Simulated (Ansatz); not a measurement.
# MnO2: which magnetic state does the SCF reach?, part 2 of 2

How much does the result for MnO2 depend on the starting moments? The same cell is run from several starts. We look at MnO2: the deposited crystal structure (space group P4_2/mnm), with 6 atoms per cell. Source: COD entry 1514228.

Ansatz 0.2.0; DFT PBE+U, PAW, plane waves, scalar-relativistic; U − J = 3.9 eV on Mn d.

### Step 6. Parallel moments scaled by 0.03, plain SCF

The input, input.yaml:

```yaml
crystal:
  lattice:
    - [4.397, 0.0, 0.0]
    - [0.0, 4.397, 0.0]
    - [0.0, 0.0, 2.869]
  atoms:
    - { symbol: Mn, position: [0.0, 0.0, 0.0], spin: 0.14 }
    - { symbol: Mn, position: [0.5, 0.5, 0.5], spin: 0.14 }
    - { symbol: O, position: [0.305, 0.305, 0.0] }
    - { symbol: O, position: [0.195, 0.805, 0.5] }
    - { symbol: O, position: [0.695, 0.695, 0.0] }
    - { symbol: O, position: [0.805, 0.195, 0.5] }
magnetization:
  spin_polarized: true
hamiltonian:
  xc: pbe
  pseudopotentials: { kind: paw }
  hubbard: { sites: [{ species: Mn, l: d, u_eff: 3.9 }] }
basis:
  ecutwfc: 420
kpoints:
  mp_grid: { grid: [5, 5, 7] }
scf:
  occupations: { method: gaussian, width: 0.05 }
  lower_state_search: "off"
output:
  forces: true
  stress: true
```

Output (excerpt; [...] marks lines left out):

```text
[... 13 lines as in an earlier run ...]
Bands: 34, of which v1, the nominal top of the filled ones, is band 27 counted from 1 (26 counted from 0)
[... 10 lines as in an earlier run ...]
Starting moments: Σ|m| = 0.28 μB on 2 of 6 sites
[... 2 lines as in an earlier run ...]
SCF iter   1: F=—  HF=-10062.702733 eV  |F-HF|=—  |Δ(HF+E_count)|=         —  Δρ=2.07e-1 (↑2.03e-1 ↓2.07e-1)  dr2=9.08e1  dr2_m=2.94e-3  M=0.194 μB ∫|m|=0.236 μB  β_m=0.30  ethr=3.10e-3  ⟨swp⟩=5.6  Hψ=5519  notcnv=0
[...]
[... 1 line as in an earlier run ...]
[...]
spin-set hold released at iteration 11 (site moments contracting): the magnetisation degrees of freedom join the quasi-Newton model from the next iteration; the mixer history was flushed
[...]
SCF iter  20: F=-10062.154446 eV  HF=-10062.154447 eV  |F-HF|=1.82e-8  |Δ(HF+E_count)|=   1.10e-7  Δρ=7.18e-6 (↑7.18e-6 ↓2.34e-6)  dr2=4.30e-8  dr2_m=4.73e-9  M=6.012 μB ∫|m|=6.673 μB  ethr=1.85e-10  ⟨swp⟩=2.6  Hψ=5647  notcnv=0
[... 1 line as in an earlier run ...]
[...]
SCF converged after 20 iterations
Magnetization: 6.0117 μB (30.0059 up, 23.9941 down)
Absolute magnetization: 6.7028 μB (∫|ρ↑−ρ↓|, with the PAW one-centre terms)
Spin contamination: 0.1647 ħ² per cell (⟨S²⟩ above its minimum at these occupations)
Per-site moments (μB) at R_I (Å): [(2.634905250205143, 0.7748097662224954), (2.6349052502051427, 0.7748097662224954), (-0.033978443886835484, 0.7748097662224954), (-0.033978443886835345, 0.7748097662224954), (-0.033978443886835547, 0.7748097662224954), (-0.03397844388683537, 0.7748097662224954)]
Free energy (F): -10062.154446 eV
[...]
E sigma→0 (E₀):  -10062.154414 eV
Entropy (-TS):   -0.000065 eV (-0.011 meV/atom)
Fermi energy:    10.643135 eV
[... 30 lines left out: energy terms, forces, stress ...]
Occupation matrices written to <dir>
```

Run time: 6.6 s. Hardware: 2 threads of an Arm CPU, shared host; peak memory 0.38 GiB.

The run ends in the same state as step 2 (ferromagnetic); it took 20 iterations.

### Step 7. Moments ++ scaled by 0.65, plain SCF

Edit input.yaml of step 6 so:

```diff
@@ -6,4 +6,4 @@
   atoms:
-    - { symbol: Mn, position: [0.0, 0.0, 0.0], spin: 0.14 }
-    - { symbol: Mn, position: [0.5, 0.5, 0.5], spin: 0.14 }
+    - { symbol: Mn, position: [0.0, 0.0, 0.0], spin: 2.93 }
+    - { symbol: Mn, position: [0.5, 0.5, 0.5], spin: 2.93 }
     - { symbol: O, position: [0.305, 0.305, 0.0] }
```

Output (excerpt; [...] marks lines left out):

```text
[... 13 lines as in an earlier run ...]
Bands: 36, of which v1, the nominal top of the filled ones, is band 27 counted from 1 (26 counted from 0)
[... 10 lines as in an earlier run ...]
Starting moments: Σ|m| = 5.86 μB on 2 of 6 sites
[... 2 lines as in an earlier run ...]
SCF iter   1: F=—  HF=-10062.627433 eV  |F-HF|=—  |Δ(HF+E_count)|=         —  Δρ=1.49e-1 (↑1.49e-1 ↓5.77e-2)  dr2=2.09e1  dr2_m=1.54e0  M=6.111 μB ∫|m|=6.759 μB  β_m=0.30  ethr=3.10e-3  ⟨swp⟩=5.8  Hψ=5990  notcnv=0
[...]
[... 1 line as in an earlier run ...]
[...]
[... 1 line as in an earlier run ...]
[...]
SCF iter  13: F=-10062.154447 eV  HF=-10062.154447 eV  |F-HF|=3.43e-9  |Δ(HF+E_count)|=   9.23e-9  Δρ=2.16e-6 (↑1.90e-6 ↓2.16e-6)  dr2=7.51e-9  dr2_m=8.63e-11  M=6.012 μB ∫|m|=6.673 μB  ethr=1.85e-10  ⟨swp⟩=3.4  Hψ=4565  notcnv=0
[... 1 line as in an earlier run ...]
[...]
SCF converged after 13 iterations
Magnetization: 6.0117 μB (30.0059 up, 23.9941 down)
Absolute magnetization: 6.7028 μB (∫|ρ↑−ρ↓|, with the PAW one-centre terms)
Spin contamination: 0.1647 ħ² per cell (⟨S²⟩ above its minimum at these occupations)
Per-site moments (μB) at R_I (Å): [(2.6348850217593895, 0.7748097662224954), (2.6348850217593913, 0.7748097662224954), (-0.03396303151439366, 0.7748097662224954), (-0.033963031514393976, 0.7748097662224954), (-0.0339630315143939, 0.7748097662224954), (-0.03396303151439398, 0.7748097662224954)]
Free energy (F): -10062.154447 eV
[...]
E sigma→0 (E₀):  -10062.154414 eV
Entropy (-TS):   -0.000065 eV (-0.011 meV/atom)
Fermi energy:    10.643131 eV
[... 30 lines left out: energy terms, forces, stress ...]
Occupation matrices written to <dir>
```

It took 4.7 s on 2 threads of an Arm CPU, shared host; peak memory 0.37 GiB.

This is the state of step 2 again (ferromagnetic), after 13 iterations.

### Step 8. A moment on one site alone, plain SCF

Edit input.yaml of step 7 so:

```diff
@@ -6,4 +6,4 @@
   atoms:
-    - { symbol: Mn, position: [0.0, 0.0, 0.0], spin: 2.93 }
-    - { symbol: Mn, position: [0.5, 0.5, 0.5], spin: 2.93 }
+    - { symbol: Mn, position: [0.0, 0.0, 0.0], spin: 4.5 }
+    - { symbol: Mn, position: [0.5, 0.5, 0.5] }
     - { symbol: O, position: [0.305, 0.305, 0.0] }
```

Output (excerpt; [...] marks lines left out):

```text
[... 16 lines as in an earlier run ...]
Magnetic group: BNS 65.481 (UNI 579), of the structure as read, at distance tolerance 3.8e-5 Å
[... 7 lines as in an earlier run ...]
Starting moments: Σ|m| = 4.5 μB on 1 of 6 sites
[... 2 lines as in an earlier run ...]
SCF iter   1: F=—  HF=-10062.305409 eV  |F-HF|=—  |Δ(HF+E_count)|=         —  Δρ=1.65e-1 (↑1.65e-1 ↓1.64e-1)  dr2=5.99e1  dr2_m=4.67e-1  M=2.736 μB ∫|m|=4.492 μB  β_m=0.30  ethr=3.10e-3  ⟨swp⟩=5.7  Hψ=8884  notcnv=0
[...]
[... 1 line as in an earlier run ...]
[...]
spin-set hold released at iteration 8 (the charge has settled, or the pull on large starting moments outlasts its swing): the magnetisation degrees of freedom join the quasi-Newton model from the next iteration; the mixer history was flushed
[...]
SCF iter  19: F=-10062.208368 eV  HF=-10062.208368 eV  |F-HF|=2.31e-8  |Δ(HF+E_count)|=   2.85e-9  Δρ=4.65e-6 (↑4.63e-6 ↓4.65e-6)  dr2=4.27e-8  dr2_m=4.31e-10  M=-0.000 μB ∫|m|=6.293 μB  ethr=1.85e-10  ⟨swp⟩=2.9  Hψ=9130  notcnv=0
WARN: the net moment that the starting moments add up to was not kept: the SCF closed with a net magnetisation of 7.9e-12 μB in size, at most 0.1 of the 4.5 μB that the starting moments add up to as vectors. Its absolute magnetisation is 6.3e0 μB, where they sum to 4.5 μB in size (1 [...]
SCF converged after 19 iterations
Magnetization: -0.0000 μB (27.0000 up, 27.0000 down)
Absolute magnetization: 6.3104 μB (∫|ρ↑−ρ↓|, with the PAW one-centre terms)
Spin contamination: 3.0648 ħ² per cell (⟨S²⟩ above its minimum at these occupations)
Per-site moments (μB) at R_I (Å): [(2.5476357488073873, 0.7748097662224954), (-2.547639425136611, 0.7748097662224954), (-0.014626525657440693, 0.7748097662224954), (0.01462799130279673, 0.7748097662224954), (-0.014626525657440763, 0.7748097662224954), (0.014627991302796666, 0.7748097662224954)]
Free energy (F): -10062.208368 eV
[...]
E sigma→0 (E₀):  -10062.208368 eV
Fermi energy:    10.818582 eV
[... 30 lines left out: energy terms, forces, stress ...]
Occupation matrices written to <dir>
```

Run time: 9.3 s. Hardware: 2 threads of an Arm CPU, shared host; peak memory 0.43 GiB.

This is the state of step 3 again (antiferromagnetic), after 19 iterations.

### Step 9. Parallel moments, Broyden mixing, no switch to direct minimisation

Edit input.yaml of step 8 so:

```diff
@@ -7,3 +7,3 @@
     - { symbol: Mn, position: [0.0, 0.0, 0.0], spin: 4.5 }
-    - { symbol: Mn, position: [0.5, 0.5, 0.5] }
+    - { symbol: Mn, position: [0.5, 0.5, 0.5], spin: 4.5 }
     - { symbol: O, position: [0.305, 0.305, 0.0] }
@@ -25,2 +25,4 @@
   lower_state_search: "off"
+  algorithm: density_mixing
+  mixing: { algorithm: broyden, beta: 0.3 }
 output:
```

Output (excerpt; [...] marks lines left out):

```text
[... 24 lines as in an earlier run ...]
Starting moments: Σ|m| = 9 μB on 2 of 6 sites
[... 2 lines as in an earlier run ...]
SCF iter   1: F=—  HF=-10062.122025 eV  |F-HF|=—  |Δ(HF+E_count)|=         —  Δρ=8.96e-2 (↑8.96e-2 ↓8.95e-2)  dr2=1.35e1  dr2_m=7.59e-1  M=6.342 μB ∫|m|=8.397 μB  β_m=0.30  ethr=3.10e-3  ⟨swp⟩=5.6  Hψ=6347  notcnv=0
[...]
[... 1 line as in an earlier run ...]
[...]
[... 1 line as in an earlier run ...]
[...]
SCF iter  17: F=-10062.154447 eV  HF=-10062.154446 eV  |F-HF|=1.39e-8  |Δ(HF+E_count)|=   1.18e-7  Δρ=5.99e-6 (↑5.99e-6 ↓5.97e-6)  dr2=6.30e-8  dr2_m=5.61e-10  M=6.012 μB ∫|m|=6.673 μB  ethr=1.85e-10  ⟨swp⟩=2.5  Hψ=5736  notcnv=0
[... 1 line as in an earlier run ...]
[...]
this state was not tested for a lower state beside it, because the mixer in use, unlike msr1, does not test its closes by its own steps (another_mixer; see scf.mixing.algorithm and scf.lower_state_search)
SCF converged after 17 iterations
Magnetization: 6.0117 μB (30.0059 up, 23.9941 down)
Absolute magnetization: 6.7027 μB (∫|ρ↑−ρ↓|, with the PAW one-centre terms)
Spin contamination: 0.1647 ħ² per cell (⟨S²⟩ above its minimum at these occupations)
Per-site moments (μB) at R_I (Å): [(2.6348709847943335, 0.7748097662224954), (2.6348709847943335, 0.7748097662224954), (-0.0339541321493948, 0.7748097662224954), (-0.0339541321493951, 0.7748097662224954), (-0.033954132149395, 0.7748097662224954), (-0.03395413214939499, 0.7748097662224954)]
Free energy (F): -10062.154447 eV
[...]
E sigma→0 (E₀):  -10062.154414 eV
Entropy (-TS):   -0.000065 eV (-0.011 meV/atom)
Fermi energy:    10.643001 eV
[... 30 lines left out: energy terms, forces, stress ...]
Occupation matrices written to <dir>
```

Wall time 5.7 s (2 threads of an Arm CPU, shared host); peak memory 0.37 GiB.

Nothing new: the 17 iterations lead to the state found in step 2 (ferromagnetic).

### Step 10. The runs side by side

```tsv
step	iterations	state	moments of Mn1 Mn2 (μB)	total (μB)	gap (eV)	pressure (GPa)	above lowest (meV/atom)
2	12	2	2.63 2.63	6.01	none	11.1	9.0
3	12	1	2.55 -2.55	0.00	0.35	9.2	0.0
4	39	3	0.00 0.00	0.00	none	-2.3	763
5	16	2	2.63 2.63	6.01	none	11.1	9.0
6	20	2	2.63 2.63	6.01	none	11.1	9.0
7	13	2	2.63 2.63	6.01	none	11.1	9.0
8	19	1	2.55 -2.55	0.00	0.35	9.2	0.0
9	17	2	2.63 2.63	6.01	none	11.1	9.0
```

States are numbered from the lowest. Starts by step: 2 parallel moments, plain SCF; 3 opposed moments +-, plain SCF; 4 no spin polarisation; 5 spin on, no moments given (the program may seed its own), plain SCF; 6 parallel moments scaled by 0.03, plain SCF; 7 moments ++ scaled by 0.65, plain SCF; 8 a moment on one site alone, plain SCF; 9 parallel moments, Broyden mixing, no switch to direct minimisation.

The 8 runs of this session took 58 s in all, from 4.6 s to 15 s each.

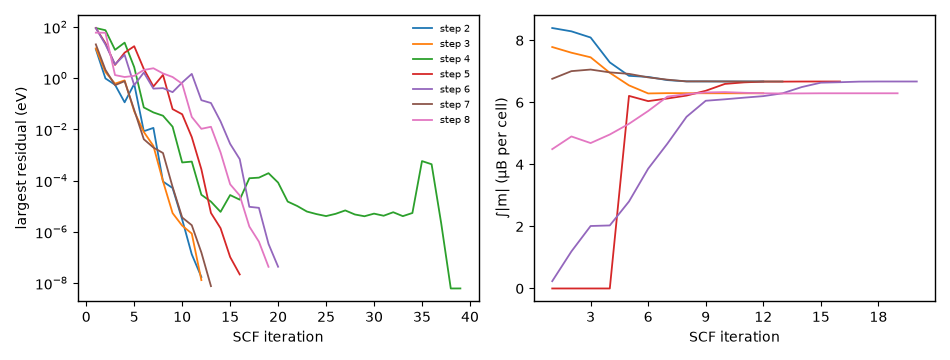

Residual and absolute moment along the iterations (7 of the 8 runs).

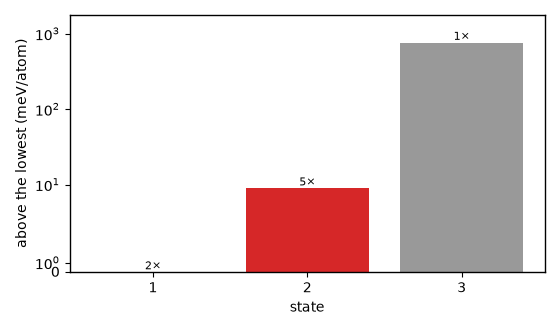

Energy of each distinct state, with the number of starts that reached it (red ferromagnetic, blue opposed moments, grey non-magnetic, green other).

### Step 11. Summary of results

This closing draws on all 2 parts.

```
                      quantity                                                     value
               distinct states                                   3 from 8 converged runs
lowest state from plain starts                                         antiferromagnetic
                   its moments                                    Mn1 2.55, Mn2 -2.55 μB
                  total moment                                          0.00 μB per cell
             gap on the k-mesh                                                   0.35 eV
                      pressure                                                   9.2 GPa
                 largest force                                                0.085 eV/Å
                    next state                        ferromagnetic, 9.0 meV/atom higher
                 highest state  non-magnetic (no spin polarisation), 763 meV/atom higher
```

What this shows: The 8 converged runs end in 3 distinct states. Switching spin polarisation off costs 763 meV/atom in free energy, smearing entropy included. The best ferromagnetic state lies 9.0 meV/atom above the best antiferromagnetic one; partly filled bands take part, so the difference isn't exchange alone. A lower state than any found can't be excluded.
